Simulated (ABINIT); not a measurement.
InP: phonons q calculation (part 2 of 2)

The same run, continued: InP (F-43m, 2 atoms in the cell); Kohn-Sham DFT of a periodic cell, LDA, JTH PAW LDA v2.0, no spin polarisation (ABINIT 10.8.3); cutoff 408.17 eV, 4×4×4 k-mesh, fixed occupations. The structure derives from an entry of the Crystallography Open Database.

Geometry of the input (Å; fractional positions):
```
0.0000  2.9305  2.9305
2.9305  0.0000  2.9305
2.9305  2.9305  0.0000
In 0.0000  0.0000  0.0000
P  0.7500  0.7500  0.7500
```

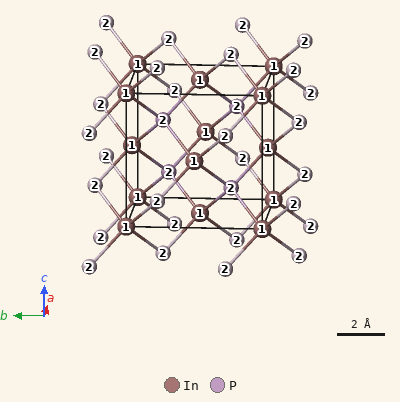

**Figure 1.** The structure as given in the input (ball-and-stick view of the cell 4 times as large as that of the calculation, set on its symmetry axes, seen at an oblique angle; neighbours outside the cell are drawn fainter; atoms are numbered from 1 in the order of the input).

The program's output, continued:
```
 cartesian forces (hartree/bohr) at end:
    1     -0.00000000000000    -0.00000000000000    -0.00000000000000
    2     -0.00000000000000    -0.00000000000000    -0.00000000000000
 frms,max,avg= 0.0000000E+00 0.0000000E+00   0.000E+00  0.000E+00  0.000E+00 h/b

 cartesian forces (eV/Angstrom) at end:
    1     -0.00000000000000    -0.00000000000000    -0.00000000000000
    2     -0.00000000000000    -0.00000000000000    -0.00000000000000
 frms,max,avg= 0.0000000E+00 0.0000000E+00   0.000E+00  0.000E+00  0.000E+00 e/A
 length scales=  7.831691845232  7.831691845232  7.831691845232 bohr
              =  4.144352844500  4.144352844500  4.144352844500 angstroms
 Fermi (or HOMO) energy (hartree) =   0.15984   Average Vxc (hartree)=  -0.35341
 Eigenvalues (hartree) for nkpt=  10  k points:
 kpt#   1, nband=  9, wtk=  0.09375, kpt= -0.1250 -0.2500  0.0000 (reduced coord)
  -0.35580   -0.35218   -0.35206   -0.34800   -0.34722   -0.23501    0.05432    0.13154
   0.13184
 prteigrs : prtvol=0 or 1, do not print more k-points.

--- !EnergyTerms
iteration_state     : {dtset: 1, }
comment             : Components of total free energy in Hartree
kinetic             :  1.65253198942861E+01
hartree             :  2.36968643604964E+01
xc                  : -9.75238981157734E+00
Ewald energy        : -4.48602020672642E+01
psp_core            :  1.31401313190983E+00
local_psp           : -6.49176258432662E+01
PAW spherical_terms :  1.30964710447590E+01
total_energy        : -6.48975492906566E+01
total_energy_eV     : -1.76595228016565E+03
...

--- !EnergyTermsDC
iteration_state     : {dtset: 1, }
comment             : '"Double-counting" decomposition of free energy'
band_energy         : -3.54381012360267E+00
Ewald energy        : -4.48602020672642E+01
psp_core            :  1.31401313190983E+00
xc_dc               : -2.62679818825096E+01
PAW spherical_terms :  8.46043165458314E+00
total_energy_dc     : -6.48975492868836E+01
total_energy_dc_eV  : -1.76595228006298E+03
...

--- !EnergyTermsWithPAWCore
iteration_state     : {dtset: 1, }
comment             : 'Components of total free energy, including PAW core contributions'
Total energy        : -6.21757880101848E+03
Total energy DC     : -6.21757880101471E+03
Total energy (eV)   : -1.69188938269337E+05
Total energy DC (eV): -1.69188938269235E+05
...

 Cartesian components of stress tensor (hartree/bohr^3)
  sigma(1 1)=  4.59240421E-05  sigma(3 2)=  0.00000000E+00
  sigma(2 2)=  4.59240421E-05  sigma(3 1)=  0.00000000E+00
  sigma(3 3)=  4.59240421E-05  sigma(2 1)=  0.00000000E+00

-Cartesian components of stress tensor (GPa)         [Pressure= -1.3511E+00 GPa]
- sigma(1 1)=  1.35113197E+00  sigma(3 2)=  0.00000000E+00
- sigma(2 2)=  1.35113197E+00  sigma(3 1)=  0.00000000E+00
- sigma(3 3)=  1.35113197E+00  sigma(2 1)=  0.00000000E+00

================================================================================
== DATASET  2 ==================================================================

--- !DatasetInfo
iteration_state: {dtset: 2, }
dimensions: {natom: 2, nkpt: 256, mband: 9, nsppol: 1, nspinor: 1, nspden: 1, mpw: 953, }
cutoff_energies: {ecut:  15.0, pawecutdg:  30.0, }
electrons: {nelect:   1.80000000E+01, charge:   0.00000000E+00, occopt:   1.00000000E+00, tsmear:   1.00000000E-02, }
meta: {optdriver: 1, rfphon: 1, }
...

 mkfilename : getwfk/=0, take file _WFK from output of DATASET   1.

 Exchange-correlation functional for the present dataset will be:
  LDA: Perdew-Wang 92 LSD fit to Ceperley-Alder data - ixc=7
  J.P.Perdew and Y.Wang, PRB 45, 13244 (1992)

 Real(R)+Recip(G) space primitive vectors, cartesian coordinates (Bohr,Bohr^-1):
 R(1)=  0.0000000  5.5378424  5.5378424  G(1)= -0.0902879  0.0902879  0.0902879
 R(2)=  5.5378424  0.0000000  5.5378424  G(2)=  0.0902879 -0.0902879  0.0902879
 R(3)=  5.5378424  5.5378424  0.0000000  G(3)=  0.0902879  0.0902879 -0.0902879
 Unit cell volume ucvol=  3.3966576E+02 bohr^3
 Angles (23,13,12)=  6.00000000E+01  6.00000000E+01  6.00000000E+01 degrees
 setup1 : take into account q-point for computing boxcut.

 Coarse grid specifications (used for wave-functions):

 getcut: wavevector=  0.5000  0.5000  0.5000  ngfft=  30  30  30
         ecut(hartree)=     15.000   => boxcut(ratio)=   2.12452

 Fine grid specifications (used for densities):

 getcut: wavevector=  0.5000  0.5000  0.5000  ngfft=  40  40  40
         ecut(hartree)=     30.000   => boxcut(ratio)=   2.02002
--------------------------------------------------------------------------------

 ==>  initialize data related to q vector <==

 The list of irreducible perturbations for this q vector is:
    1)    idir= 1    ipert=   1
    2)    idir= 1    ipert=   2

================================================================================

 The perturbation idir=   2  ipert=   1 is
 symmetric of a previously calculated perturbation.
 So, its SCF calculation is not needed.

 The perturbation idir=   3  ipert=   1 is
 symmetric of a previously calculated perturbation.
 So, its SCF calculation is not needed.

 The perturbation idir=   2  ipert=   2 is
 symmetric of a previously calculated perturbation.
 So, its SCF calculation is not needed.

 The perturbation idir=   3  ipert=   2 is
 symmetric of a previously calculated perturbation.
 So, its SCF calculation is not needed.

--------------------------------------------------------------------------------
 Perturbation wavevector (in red.coord.)   0.500000  0.500000  0.500000
 Perturbation : displacement of atom   1   along direction   1
 Found     2 symmetries that leave the perturbation invariant.
 symkpt : the number of k-points, thanks to the symmetries,
 is reduced to   144 .

--------------------------------------------------------------------------------

--------------------------------------------------------------------------------

 Initialisation of the first-order wave-functions :
  ireadwf=   0

--- !BeginCycle
iteration_state: {dtset: 2, }
solver: {iscf: 7, nstep: 80, nline: 4, wfoptalg: 10, }
tolerances: {tolvrs: 1.00E-08, }
...

     iter   2DEtotal(Ha)        deltaE(Ha) residm    vres2
-ETOT  1   4882.7160596627      2.936E+03 1.948E+01 4.834E+07
 ETOT  2   133.49551299760     -4.749E+03 5.684E+00 9.010E+05
 ETOT  3   27.513449662950     -1.060E+02 2.723E-01 3.007E+05
 ETOT  4   6.7913960723000     -2.072E+01 6.495E-02 1.433E+04
 ETOT  5   5.9140177660775     -8.774E-01 4.021E-03 2.369E+03
 ETOT  6   5.7621163777072     -1.519E-01 7.006E-04 2.023E+01
 ETOT  7   5.7591341346812     -2.982E-03 5.218E-05 2.918E+00
 ETOT  8   5.7589156989066     -2.184E-04 2.470E-06 5.399E-02
 ETOT  9   5.7589097361243     -5.963E-06 4.731E-07 2.086E-03
 ETOT 10   5.7589094227024     -3.134E-07 8.428E-09 3.819E-04
 ETOT 11   5.7589093975731     -2.513E-08 1.226E-09 3.405E-05
 ETOT 12   5.7589093922930     -5.280E-09 5.376E-11 1.061E-06
 ETOT 13   5.7589093922157     -7.731E-11 1.270E-11 2.437E-07
 ETOT 14   5.7589093920620     -1.537E-10 7.688E-13 5.255E-09

 At SCF step   14       vres2   =  5.25E-09 < tolvrs=  1.00E-08 =>converged.
================================================================================

 ----iterations are completed or convergence reached----

 Mean square residual over all n,k,spin=   13.042E-15; max=  76.877E-14

 2DEtotal=    0.5758909392E+01 Ha. Also 2DEtotal=    0.156707907823E+03 eV
    (2DErelax=   -1.9406998771E+03 Ha. 2DEnonrelax=    1.9464587865E+03 Ha)
    (  non-var. 2DEtotal :    5.7589068554E+00 Ha)

--------------------------------------------------------------------------------
 Perturbation wavevector (in red.coord.)   0.500000  0.500000  0.500000
 Perturbation : displacement of atom   2   along direction   1
 Found     2 symmetries that leave the perturbation invariant.
 symkpt : the number of k-points, thanks to the symmetries,
 is reduced to   144 .

--------------------------------------------------------------------------------

--------------------------------------------------------------------------------

 Initialisation of the first-order wave-functions :
  ireadwf=   0

--- !BeginCycle
iteration_state: {dtset: 2, }
solver: {iscf: 7, nstep: 80, nline: 4, wfoptalg: 10, }
tolerances: {tolvrs: 1.00E-08, }
...

     iter   2DEtotal(Ha)        deltaE(Ha) residm    vres2
-ETOT  1   607.53673144457      4.364E+02 4.921E+00 6.508E+06
 ETOT  2   14.789045536457     -5.927E+02 1.786E+00 4.263E+04
 ETOT  3   7.8578617547859     -6.931E+00 4.326E-02 1.079E+04
 ETOT  4   6.9359262460751     -9.219E-01 1.695E-03 1.049E+03
 ETOT  5   6.8567973756966     -7.913E-02 4.790E-04 4.126E+01
 ETOT  6   6.8538896909586     -2.908E-03 1.551E-05 2.707E+00
 ETOT  7   6.8536611062095     -2.286E-04 2.577E-06 1.435E-01
 ETOT  8   6.8536414587613     -1.965E-05 2.115E-07 1.825E-02
 ETOT  9   6.8536399146967     -1.544E-06 2.289E-08 1.599E-03
 ETOT 10   6.8536397446414     -1.701E-07 4.550E-09 6.586E-05
 ETOT 11   6.8536397340589     -1.058E-08 4.948E-11 1.909E-06
 ETOT 12   6.8536397339369     -1.220E-10 3.685E-12 7.858E-08
 ETOT 13   6.8536397339254     -1.151E-11 1.087E-13 7.511E-09

 At SCF step   13       vres2   =  7.51E-09 < tolvrs=  1.00E-08 =>converged.
================================================================================

 ----iterations are completed or convergence reached----

 Mean square residual over all n,k,spin=   86.178E-16; max=  10.874E-14

 2DEtotal=    0.6853639734E+01 Ha. Also 2DEtotal=    0.186497037991E+03 eV
    (2DErelax=   -1.6426542655E+02 Ha. 2DEnonrelax=    1.7111906628E+02 Ha)
    (  non-var. 2DEtotal :    6.8536328899E+00 Ha)

================================================================================

 ---- first-order wavefunction calculations are completed ----

 ==> Compute Derivative Database <==

  Dynamical matrix, in cartesian coordinates,
   if specified in the inputs, asr has been imposed
     j1       j2             matrix element
  dir pert dir pert     real part    imaginary part

   1    1   1    1         0.0805732925        -0.0000000000
   1    1   2    1         0.0133187686         0.0000000000
   1    1   3    1         0.0133187686         0.0000000000
   1    1   1    2        -0.0431412048        -0.0000000001
   1    1   2    2         0.0326099954         0.0000000000
   1    1   3    2         0.0326099954         0.0000000000

   2    1   1    1         0.0133187686         0.0000000000
   2    1   2    1         0.0805732925        -0.0000000000
   2    1   3    1         0.0133187686         0.0000000000
   2    1   1    2         0.0326099954         0.0000000000
   2    1   2    2        -0.0431412048        -0.0000000001
   2    1   3    2         0.0326099954         0.0000000000

   3    1   1    1         0.0133187686         0.0000000000
   3    1   2    1         0.0133187686         0.0000000000
   3    1   3    1         0.0805732925        -0.0000000000
   3    1   1    2         0.0326099954         0.0000000000
   3    1   2    2         0.0326099954         0.0000000000
   3    1   3    2        -0.0431412048        -0.0000000001

   1    2   1    1        -0.0431409015         0.0000000000
   1    2   2    1         0.0326098596         0.0000000000
   1    2   3    1         0.0326098596         0.0000000000
   1    2   1    2         0.1011511834        -0.0000000000
   1    2   2    2         0.0105890711         0.0000000000
   1    2   3    2         0.0105890711         0.0000000000

   2    2   1    1         0.0326098596         0.0000000000
   2    2   2    1        -0.0431409015         0.0000000000
   2    2   3    1         0.0326098596         0.0000000000
   2    2   1    2         0.0105890711         0.0000000000
   2    2   2    2         0.1011511834        -0.0000000000
   2    2   3    2         0.0105890711         0.0000000000

   3    2   1    1         0.0326098596         0.0000000000
   3    2   2    1         0.0326098596         0.0000000000
   3    2   3    1        -0.0431409015         0.0000000000
   3    2   1    2         0.0105890711         0.0000000000
   3    2   2    2         0.0105890711         0.0000000000
   3    2   3    2         0.1011511834        -0.0000000000

  Phonon wavevector (reduced coordinates) :  0.50000  0.50000  0.50000
 Phonon energies in Hartree :
   1.249787E-04  1.249787E-04  6.983240E-04  1.381905E-03  1.381905E-03
   1.480256E-03
 Phonon frequencies in cm-1    :
   2.742965E+01  2.742965E+01  1.532644E+02  3.032931E+02  3.032931E+02
   3.248786E+02

== END DATASET(S) ==============================================================
================================================================================

 -outvars: echo values of variables after computation  --------
            acell      7.8316918452E+00  7.8316918452E+00  7.8316918452E+00 Bohr
           etotal1    -6.4897549287E+01
           etotal2     6.8536397339E+00
            fcart1    -0.0000000000E+00 -0.0000000000E+00 -0.0000000000E+00
                      -0.0000000000E+00 -0.0000000000E+00 -0.0000000000E+00
            fcart2     0.0000000000E+00  0.0000000000E+00  0.0000000000E+00
                       0.0000000000E+00  0.0000000000E+00  0.0000000000E+00
            rprim      0.0000000000E+00  7.0710678120E-01  7.0710678120E-01
                       7.0710678120E-01  0.0000000000E+00  7.0710678120E-01
                       7.0710678120E-01  7.0710678120E-01  0.0000000000E+00
           strten1     4.5924042111E-05  4.5924042111E-05  4.5924042111E-05
                       0.0000000000E+00  0.0000000000E+00  0.0000000000E+00
           strten2     0.0000000000E+00  0.0000000000E+00  0.0000000000E+00
                       0.0000000000E+00  0.0000000000E+00  0.0000000000E+00
           xangst      0.0000000000E+00  0.0000000000E+00  0.0000000000E+00
                       4.3957500000E+00  4.3957500000E+00  4.3957500000E+00
             xred      0.0000000000E+00  0.0000000000E+00  0.0000000000E+00
                       7.5000000000E-01  7.5000000000E-01  7.5000000000E-01
 Calculation completed.
```

Summary:

```json
{"quantity": "outcome", "value": "converged"}
{"quantity": "space group (tolerance 0.01 Å)", "value": "F-43m (216)"}
{"quantity": "electrons treated", "value": "18"}
{"quantity": "free energy", "value": "−1765.9523 eV"}
{"quantity": "Fermi energy", "value": "4.349 eV"}
{"quantity": "pressure", "value": "−1.35 GPa"}
{"quantity": "largest force (length of the vector)", "value": "under 0.001 eV/Å"}
{"quantity": "wall time", "value": "2.3 min"}
{"quantity": "peak memory", "value": "0.33 GiB"}
```

Notes:

The record of the run, not the program, notes: chneut/=0 not allowed with q/=0 => chneut reset to 0 locally; asr/=0 not allowed with q/=0 => asr reset to 0 locally. Points of doubt noted for this run: cutoff too low for stress.
